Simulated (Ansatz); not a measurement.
# Fe$_{3}$Ni$_{13}$: what the fields show

Fe$_{3}$Ni$_{13}$, 64 atoms, a = 7.07 Å, b = 9.99 Å, c = 10.02 Å, α = 90.00°, β = 90.00°, γ = 90.00°.

Space group Fmmm; a generated structure, not necessarily the stable one; spin-polarised.

Theory: Ansatz 0.2.0, DFT PBE, scalar-relativistic, plane waves, PAW.

The density is the valence pseudo-density of a PAW calculation; it isn't the true density close to the nuclei.

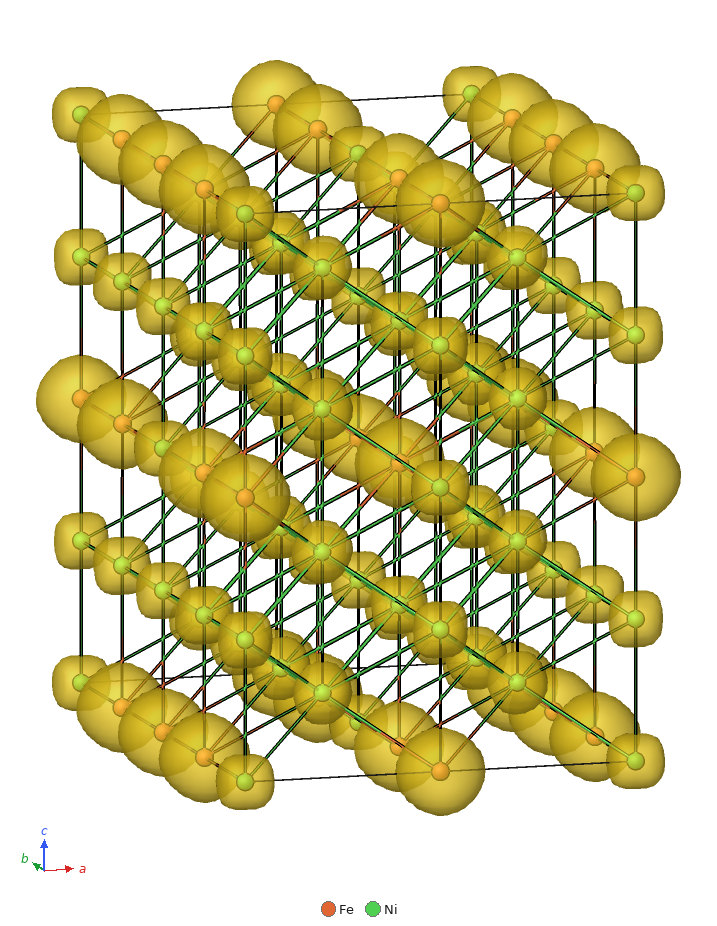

Figure 1. Isosurfaces of the spin density at +0.3 (yellow) and −0.3 e/Å³ (cyan), seen slightly off an axis. Sticks mark near contacts.

Where is the spin, and how is it ordered?

Answer. The spin density sits on Fe: +2.8 μB (×12) in one cell of 64 atoms, with smaller moments on Ni (up to +0.66 μB): parallel moments (a ferromagnetic arrangement) in this solution. The cell of the calculation (16 atoms) carries 16.1 μB of net spin moment. Only one sign reaches the isovalue.

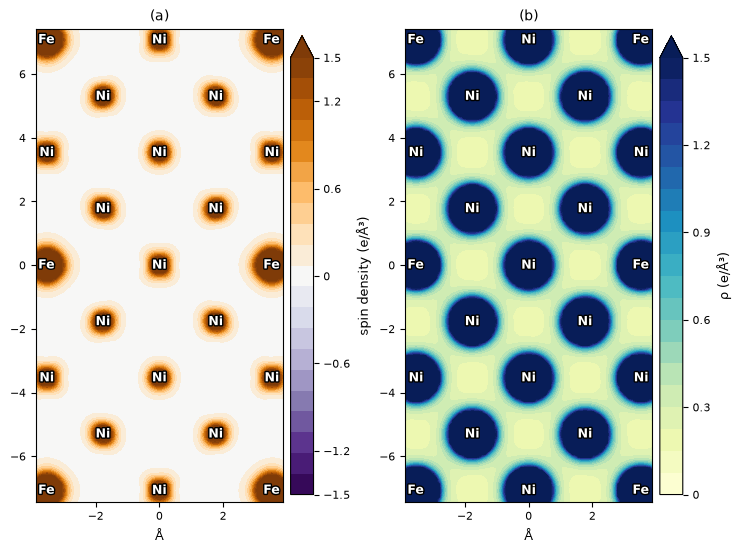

Figure 2. (a) spin density (up minus down); (b) valence pseudo-density on the (011) plane of the conventional cell.

Interpret the plot.

Answer.
- The section cuts through Fe and Ni sites.
- Fe–Ni (2.50 Å): ρ is about 0.32 e/Å³ halfway.
- Ni–Ni (2.51 Å): ρ at the midpoint is about 0.31 e/Å³.
- Between the atoms the lowest density in this plane is 0.15 e/Å³.

Does the calculation make it a metal, or give it a gap?

Answer. It is gapless in this calculation (a metal or semimetal).
